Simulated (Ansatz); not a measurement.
Run report: CoO, geometry relaxation (part 2 of 2)

Continued. System: CoO (Fm-3m, 2 atoms in the cell). Method: DFT PBEsol, scalar-relativistic, plane waves, PAW, spin-polarised (Ansatz 0.2.0); cutoff 420 eV, 8×8×8 k-mesh, Gaussian smearing of 0.1 eV, collinear spins. The structure derives from an entry of the Crystallography Open Database.

Geometry of the input (Å; fractional positions):
```
0.0000  2.1315  2.1315
2.1315  0.0000  2.1315
2.1315  2.1315  0.0000
Co 0.0000  0.0000  0.0000
O  0.5000  0.5000  0.5000
```

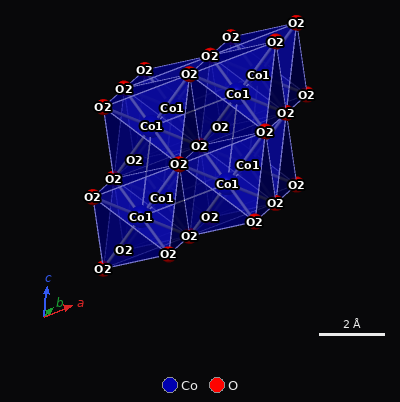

The geometry at step 3 of the log (polyhedral view of the cell of the calculation, seen slightly off an axis; polyhedra are completed across the faces of the cell; atoms are numbered from 1 in the order of the input).

**Log, continued**
```
SCF iter   1: F=—  HF=-5652.296057 eV  |F-HF|=—  |Δ(HF+E_count)|=         —  Δρ=3.72e-4 (↑3.54e-4 ↓3.72e-4)  dr2=2.81e-5  dr2_m=1.41e-6  M=2.822 μB ∫|m|=2.836 μB  β_m=0.65  ethr=1.19e-7  ⟨swp⟩=3.0  Hψ=7266  notcnv=0
preconditioner: auto → none  [metal: Δε(μ)=0.019 eV  Ē_g=15.890 eV  σ=0.100 eV  W_gap=0.11  n_scr=0 (ndim 8)  ℏωp=33.7 eV  f_vac=0.000  D(μ)=3.58/eV (n_scr^D=58)]
SCF iter   2: F=—  HF=-5652.296036 eV  |F-HF|=—  |Δ(HF+E_count)|=   2.14e-5  Δρ=2.37e-4 (↑2.37e-4 ↓2.31e-4)  dr2=2.87e-5  dr2_m=2.46e-7  M=2.823 μB ∫|m|=2.837 μB  β_m=0.36  ethr=1.19e-7  ⟨swp⟩=2.0  Hψ=1478  notcnv=0
SCF iter   3: F=—  HF=-5652.296042 eV  |F-HF|=—  |Δ(HF+E_count)|=   6.12e-6  Δρ=1.05e-4 (↑1.05e-4 ↓1.05e-4)  dr2=1.86e-6  dr2_m=5.20e-8  M=2.822 μB ∫|m|=2.837 μB  β_m=0.65  ethr=1.19e-7  ⟨swp⟩=2.3  Hψ=1366  notcnv=0
SCF iter   4: F=—  HF=-5652.296054 eV  |F-HF|=—  |Δ(HF+E_count)|=   1.25e-5  Δρ=6.34e-5 (↑4.59e-5 ↓6.34e-5)  dr2=1.33e-6  dr2_m=2.06e-8  M=2.823 μB ∫|m|=2.837 μB  β_m=0.55  ethr=8.10e-9  ⟨swp⟩=2.0  Hψ=1605  notcnv=0
SCF iter   5: F=—  HF=-5652.296055 eV  |F-HF|=—  |Δ(HF+E_count)|=   3.58e-7  Δρ=1.77e-5 (↑1.77e-5 ↓1.25e-5)  dr2=3.62e-8  dr2_m=2.87e-8  M=2.823 μB ∫|m|=2.837 μB  β_m=0.78  ethr=5.79e-9  ⟨swp⟩=2.5  Hψ=1589  notcnv=0
SCF iter   6: F=—  HF=-5652.296055 eV  |F-HF|=—  |Δ(HF+E_count)|=   9.04e-8  Δρ=2.10e-6 (↑1.46e-6 ↓2.10e-6)  dr2=1.68e-9  dr2_m=2.16e-10  M=2.823 μB ∫|m|=2.837 μB  β_m=0.75  ethr=1.57e-10  ⟨swp⟩=2.0  Hψ=1477  notcnv=0
SCF iter   7: F=-5652.296055 eV  HF=-5652.296055 eV  |F-HF|=2.91e-10  |Δ(HF+E_count)|=   1.17e-9  Δρ=1.41e-6 (↑1.90e-7 ↓1.41e-6)  dr2=3.43e-10  dr2_m=8.15e-11  M=2.823 μB ∫|m|=2.837 μB  ethr=7.32e-12  ⟨swp⟩=2.0  Hψ=3199  notcnv=0
SCF 5 converged in 7 iterations: F = -5652.296055 eV  dr2 = 3.43e-10
relax step   5: F+E_penalty+E_count = -5652.29605462 eV  Δ(F+E_penalty+E_count) = +4.290e-3 eV  max|allowed force component| = 2.183e-29 eV/Å  Δτ_max = 0.0000 Å  P = -0.447 GPa  Ω = 18.191 Å³  stress off target by 4.47e-1 GPa  SCF on the basis re-selected at this cell (its energy is not comparable with the rows above)  (7 SCF iters)
```

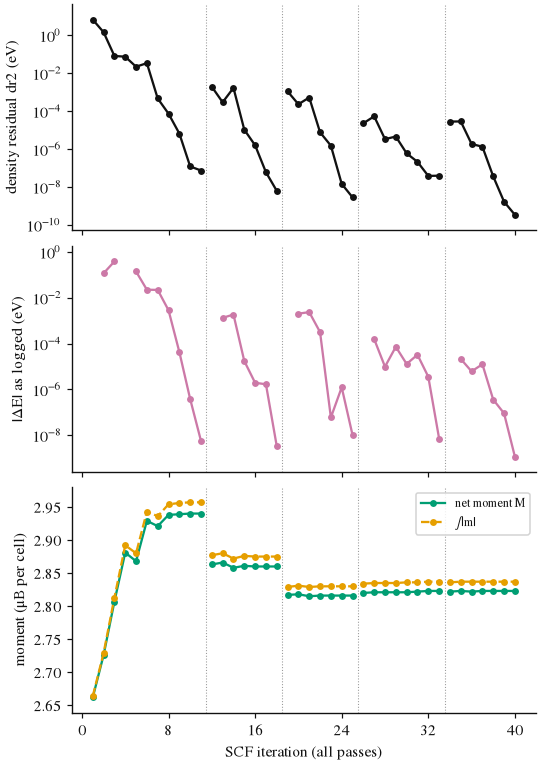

Convergence of the self-consistent field: density residual dr2, size of the energy change and magnetic moment against the SCF iteration. The dotted lines part the SCF passes of the relaxation: geometry steps, rejected trials and re-solves on a re-selected basis. The 5 passes take 7 to 11 iterations each, 40 in all. The net moment goes from 2.7 to 2.8 μB per cell.

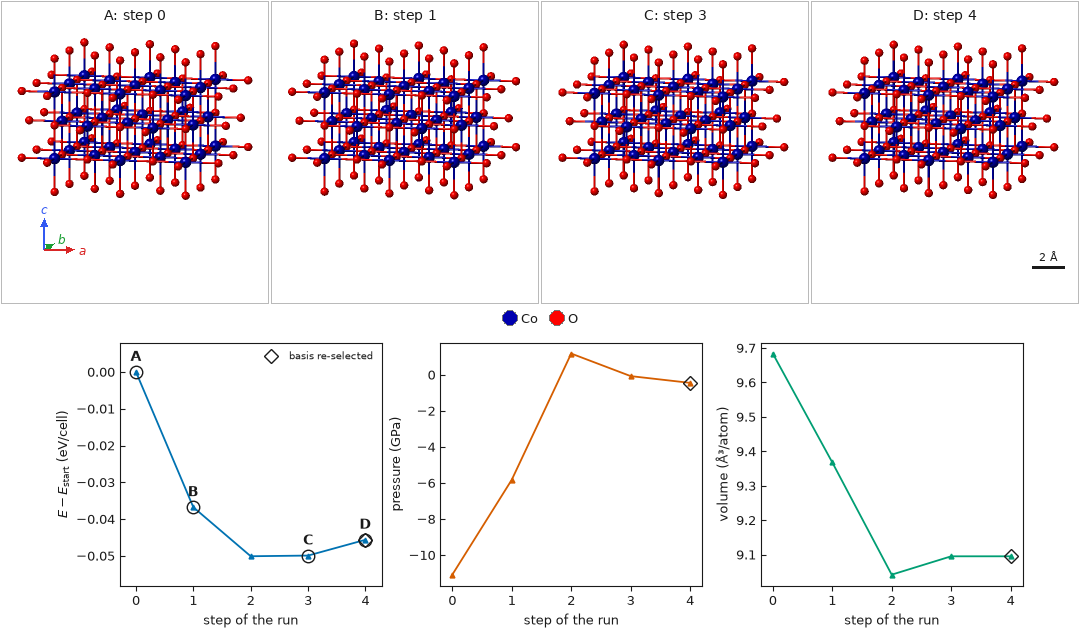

Frames of the relaxation (ball-and-stick view of the cell 4 times as large as that of the calculation, set on its symmetry axes, repeated 2 × 2 × 1, with bonded neighbours outside it, seen slightly off an axis) above the curves, on which the letters mark them (the first geometry is step 0 here and step 1 in the log).

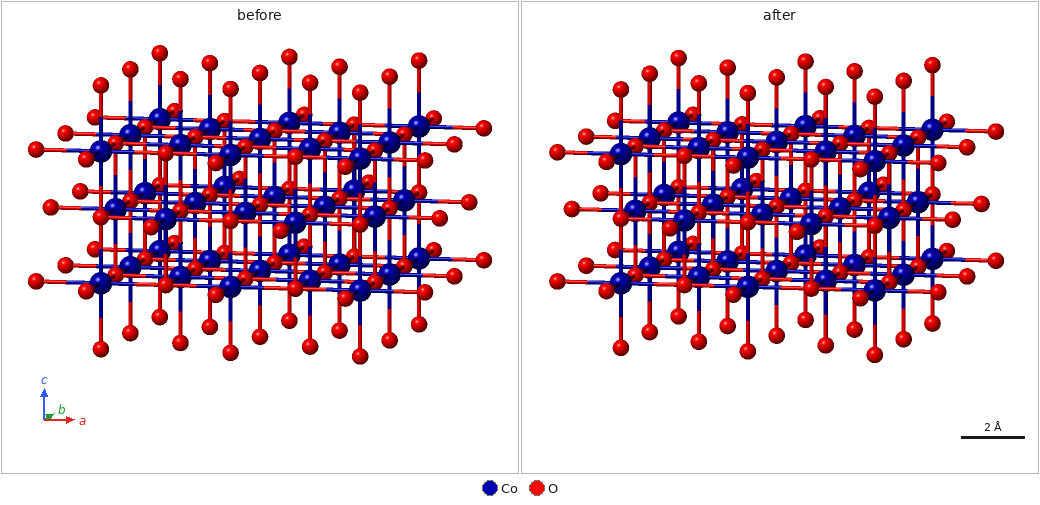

Before (left) and after (right) the relaxation, at one scale (ball-and-stick view of the cell 4 times as large as that of the calculation, set on its symmetry axes, repeated 2 × 2 × 1, with bonded neighbours outside it, seen slightly off an axis). The atoms keep their places relative to the cell (all moves are under 0.005 Å). The volume changes by −6.1 %, with a = b = c 4.263 → 4.175 Å (−2.1 %). Distances before and after: Co1–O2 2.131 → 2.087 Å. The space group stays Fm-3m (No. 225). The energy falls by 49.9 meV per cell of the calculation in 3 geometry steps. All forces vanish by symmetry, so only the cell relaxes. The pressure goes from −11.08 to −0.45 GPa. A last SCF at the same geometry on a re-selected plane-wave basis shifts the energy by +4.3 meV per cell of the calculation. (Atoms are counted from 1 in the order of the input.)

```
basis re-selected at this cell: Δ(F+E_penalty+E_count) = +4.290e-3 eV, ΔP = -0.375 GPa vs the last step (what re-selecting the basis moved, of the pressure what is left beyond the Pulay correction that the steps carried, after the strain that the cell walked since its last selection, with what the two solves' SCF thresholds leave and, on support functions, any second-order correction that the steps lacked; it is no measure of the basis error at this ecutwfc). The dense FFT grid was sized anew with the basis: this SCF ran on 20×20×20 points, the steps before it on 24×24×24, so part of this shift can come from that change (see relax.cell in the input reference). This SCF's stress stands 4.47e-1 GPa from its target on what of the cell is left free (relax.cell.stress_tol is 5.00e-1 GPa) and its largest allowed force component is 2.18e-29 eV/Å (relax.f_tol is 5.00e-2 eV/Å): within both
SCF converged after 7 iterations
Magnetization: 2.8226 μB (12.9113 up, 10.0887 down)
Absolute magnetization: 2.8369 μB (∫|ρ↑−ρ↓|, with the PAW one-centre terms)
Spin contamination: 0.0090 ħ² per cell (⟨S²⟩ above its minimum at these occupations)
Per-site moments (μB) at R_I (Å): [(2.391270367654991, 0.861055574645543), (0.30956709152012674, 0.861055574645543)]
Free energy (F): -5652.296055 eV
Harris-Foulkes:  -5652.296055 eV  (|F-HF|=2.91e-10)
Internal energy: -5652.278189 eV  (E = F + TS)
E sigma→0 (E₀):  -5652.287122 eV
Entropy (-TS):   -0.017865 eV (-8.933 meV/atom)
Fermi energy:    15.040180 eV
--- Per-component energies (eV) ---
  E_band       = -282.086114
  E_kinetic    = 619.176378
  E_local      = -3341.229791  (includes V_loc(G=0)·N_el)
  E_nonlocal   = 516.020940
  E_hartree    = 1372.230670
  E_xc         = -226.951006
  E_vxc        = -293.225445  (∫ρ·V_xc dr)
  E_paw        = -1638.597115  (= ΣΔE_a)
  E_vpaw       = -527.291061  (= ΣTr[D̂ρ^β])
  E_aug_tail   = 0.002515  (compensation charges beyond the density's cutoff)
  E_ewald      = -2953.154487
  E_core_change = 0.223707  (= ΣΔE_core)
  E_smearing   = -0.017865  (= −TS)
  E_closure    = -0.000000  (closes the sum)
  Σ components = -5652.296055   (vs F -5652.296055, Δ=0.00e0)
--- Forces (eV/Å), atoms counted from 1 ---
  atom   1  Co    -0.00000000     0.00000000     0.00000000
  atom   2  O      0.00000000    -0.00000000    -0.00000000
  max |Σ_I F_I| component: 2.37e-29 eV/Å
--- Stress (GPa, compression-positive) ---
       -0.446982      -0.000000      -0.000000
        0.000000      -0.446982       0.000000
       -0.000000       0.000000      -0.446982
  P = ⅓ Tr σ = -0.4470 GPa (-4.470 kbar)
--- Band table (eV; the first three rows and the last of 58) ---
  k-point 0 ↑: bands = ["-81.5316", "-44.9325", "-44.9325", "-44.9325", "-5.8303", "11.4883", "11.4883", "11.4883", "11.7311", "11.7311", "11.8185", "11.8185", "11.8185", "16.1274", "31.6526", "33.3027", "33.3027", "33.3027"]
  k-point 1 ↑: bands = ["-81.5308", "-44.9400", "-44.9335", "-44.9335", "-5.6486", "10.1324", "10.3809", "10.3809", "11.9261", "11.9261", "12.2456", "12.9221", "12.9221", "17.1258", "29.3706", "32.7301", "32.7301", "34.2554"]
  k-point 2 ↑: bands = ["-81.5290", "-44.9579", "-44.9358", "-44.9358", "-5.1749", "8.2333", "9.3909", "9.3909", "12.2216", "12.2216", "12.6028", "14.0988", "14.0988", "18.8158", "26.6374", "30.8650", "30.8650", "34.8536"]
  k-point 28 ↓: bands = ["-78.6006", "-42.1086", "-42.1086", "-42.0933", "-3.6951", "8.7961", "8.7961", "9.4189", "14.5842", "14.5842", "15.2084", "15.7986", "16.5439", "24.3090", "25.6519", "25.6519", "28.6483", "36.8962"]
--- Relaxed structure (4 steps of the walk, 4 accepted, 1 SCFs on fresh bases) ---
  F+E_penalty+E_count = -5652.29605462 eV   max|allowed force component| = 2.183e-29 eV/Å   (the final SCF, on the basis selected at the relaxed cell)
  cell:  # Å, volume = 18.1908 Å³
    - [9.028362320786874e-34, 2.0874074536861653, 2.0874074536861653]
    - [2.0874074536861653, 2.3247634900086133e-34, 2.0874074536861653]
    - [2.0874074536861653, 2.0874074536861653, 9.553822561679234e-35]
  atoms:
    - { symbol: Co, position: [3.764817312505351e-36, -9.412043281269022e-36, -2.823612984380497e-36] }
    - { symbol: O, position: [0.49999999999999994, 0.49999999999999994, 0.49999999999999994] }
--- Löwdin populations: 2 sites ---
  site symbol       q [e]    m [muB]
     0     Co     15.9419     2.4309
     1      O      6.9317     0.3974
  spilling = 0.005495 (of n_electrons = 23.000000)
```

**File populations.tsv**
```
# site	symbol	l	j	q_up	q_dn
# orbitals = lowdin
# n_electrons = 23.000000
# spilling = 0.005495
0	Co	0_3S	-	0.995801	0.995912
0	Co	0_4S	-	0.252436	0.232669
0	Co	1_3P	-	2.999152	2.998494
0	Co	2_3D	-	4.939009	2.528440
1	O	0_2S	-	0.937856	0.889962
1	O	1_2P	-	2.726715	2.377162
```

**Trajectory as extended XYZ (Å, eV, eV/Å), 5 frames, from step=1 to step=5**
```
2
Lattice="0.0000 2.1315 2.1315 2.1315 0.0000 2.1315 2.1315 2.1315 0.0000" Properties=species:S:1:pos:R:3:forces:R:3 step=1 energy=-5652.25043 pressure_GPa=-11.08
Co    0.0000    0.0000    0.0000    0.0000   0.0000   0.0000
O     2.1315    2.1315    2.1315    0.0000   0.0000   0.0000
2
Lattice="0.0000 2.1081 2.1081 2.1081 0.0000 2.1081 2.1081 2.1081 0.0000" Properties=species:S:1:pos:R:3:forces:R:3 step=2 energy=-5652.28721 pressure_GPa=-5.82
Co    0.0000    0.0000    0.0000    0.0000   0.0000   0.0000
O     2.1081    2.1081    2.1081    0.0000   0.0000   0.0000
2
Lattice="0.0000 2.0833 2.0833 2.0833 0.0000 2.0833 2.0833 2.0833 0.0000" Properties=species:S:1:pos:R:3:forces:R:3 step=3 energy=-5652.30053 pressure_GPa=1.18
Co    0.0000    0.0000    0.0000    0.0000   0.0000   0.0000
O     2.0833    2.0833    2.0833    0.0000   0.0000   0.0000
2
Lattice="0.0000 2.0874 2.0874 2.0874 0.0000 2.0874 2.0874 2.0874 0.0000" Properties=species:S:1:pos:R:3:forces:R:3 step=4 energy=-5652.30034 pressure_GPa=-0.07
Co    0.0000    0.0000    0.0000    0.0000   0.0000   0.0000
O     2.0874    2.0874    2.0874    0.0000   0.0000   0.0000
2
Lattice="0.0000 2.0874 2.0874 2.0874 0.0000 2.0874 2.0874 2.0874 0.0000" Properties=species:S:1:pos:R:3:forces:R:3 step=5 energy=-5652.29605 pressure_GPa=-0.45
Co    0.0000    0.0000    0.0000    0.0000   0.0000   0.0000
O     2.0874    2.0874    2.0874    0.0000   0.0000   0.0000
```

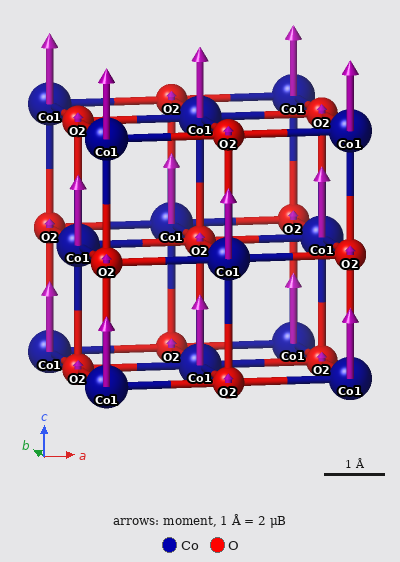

Magnetic moments of the sites as pink arrows (ball-and-stick view of the cell 4 times as large as that of the calculation, set on its symmetry axes, seen slightly off an axis; atoms are numbered from 1 in the order of the input); small moments hardly show. The run is collinear, so the axis drawn is arbitrary. Site moments: Co1 (2.39 μB); O2 (0.31 μB). They are counted near the atoms and needn't add up to the moment of the cell.

**Summary**

- outcome: converged
- space group (tolerance 0.01 Å): Fm-3m (225)
- electrons treated: 23
- free energy: −5652.2961 eV
- Fermi energy: 15.040 eV
- gap on the k-point mesh: none (metallic)
- net moment of the cell: 2.82 μB
- integrated absolute moment: 2.84 μB
- pressure: −0.45 GPa
- final volume: 18.19 Å³
- largest force (length of the vector) at the end: under 0.001 eV/Å
- final cell: a = 2.952 Å, b = 2.952 Å, c = 2.952 Å, α = 60.00°, β = 60.00°, γ = 60.00°
- wall time: 13 s (CPU time 22 s)
- peak memory: 0.34 GiB
